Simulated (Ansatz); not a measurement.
## HfO2 (tetragonal): which axis gives way under pressure?

Cell and atoms of tetragonal HfO2 are relaxed at set pressures, to see how each axis shrinks. The phase is followed to these pressures whether or not it stays the stable one.

Calculated with Ansatz 0.2.0, PBEsol, PAW files of the set soft_1, cutoff 600 eV, Fermi–Dirac smearing 0.02 eV, k-mesh 8×8×6, no spin polarisation, no spin-orbit coupling.

Reference cell, relaxed at zero pressure with PBEsol (P4_2/nmc): a = 3.5674 Å, b = 3.5674 Å, c = 5.1662 Å, α = 90.00°, β = 90.00°, γ = 90.00°.

```csv
atom,x,y,z
Hf,0.0000,0.0000,0.0000
Hf,0.5000,0.5000,0.5000
O,0.0000,0.5000,0.2002
O,0.0000,0.5000,0.7002
O,0.5000,0.0000,0.2998
O,0.5000,0.0000,0.7998
```

```csv
P (GPa),a (Å),c (Å),c/a
−4.00,3.5868,5.2235,1.4563
0.00,3.5674,5.1662,1.4482
5.00,3.5453,5.1074,1.4406
10.00,3.5252,5.0580,1.4348
15.00,3.5065,5.0152,1.4302
30.00,3.4576,4.9134,1.4210
```

**Question.** Give the linear compressibility of each axis at zero pressure, and the edges at 20.00 GPa, a row left out above.

Least squares with l = l0 + l1 P + l2 P² gives for a: l0 = 3.5677 Å, l1 = −4.553e−3 Å/GPa, l2 = 2.95e−5 Å/GPa², so β = −l1/l0 = 1.276 × 10⁻³ GPa⁻¹ and the withheld edge is 3.4885 Å. The run itself gives 3.4892 Å, so the estimate misses by 0.0007 Å, more than the largest misfit of the fitted rows (0.0004 Å).

Least squares with l = l0 + l1 P + l2 P² gives for c: l0 = 5.1689 Å, l1 = −1.241e−2 Å/GPa, l2 = 1.31e−4 Å/GPa², so β = −l1/l0 = 2.401 × 10⁻³ GPa⁻¹ and the withheld edge is 4.9729 Å. The run itself gives 4.9775 Å, so the estimate misses by 0.0046 Å, more than the largest misfit of the fitted rows (0.0031 Å).

The compressibilities add to the volume compressibility, 2β_a + β_c = 4.953 × 10⁻³ GPa⁻¹, or B0 ≈ 202 GPa; a parabola over so wide a range errs a few per cent to the stiff side. The c axis is the softest, 1.9 times as compressible as a.

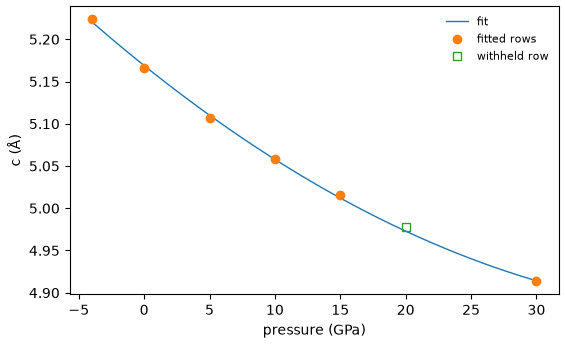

The fitted law, the rows behind it and the withheld row.

[Logs are printed without paths, hosts, clocks, repeated set-up lines and the standing remarks that a program may print on its own settings, such as how far it seeks lower states.]
